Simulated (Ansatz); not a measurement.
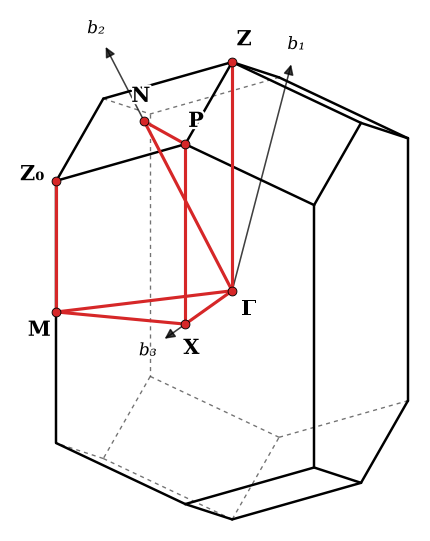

Crystal: Mo, coordinates from a relaxation with Ansatz 0.2.0, DFT PBE, scalar-relativistic, plane waves, PAW; the starting structure was generated, so it need not be a known form of this composition. The figure shows the first Brillouin zone with its special points and a band path. Geometry calculated from the standardised cell; symmetry tolerance 0.002 Å.

Labels and path follow the convention of Hinuma et al. (2017), as computed by seekpath; the arrows show the directions of the reciprocal primitive vectors b₁, b₂, b₃.

Q: Which Bravais lattice has this zone?

A: A body-centred tetragonal lattice (tI; extended symbol tI1). The zone is an elongated dodecahedron in its combinatorial type: 12 faces (8 with 4 edges, 4 with 6 edges), 28 edges, 18 vertices.

Q: Write the standard path through the labelled points.

A: Γ–X–M–Γ–Z | Z₀–M | X–P–N–Γ
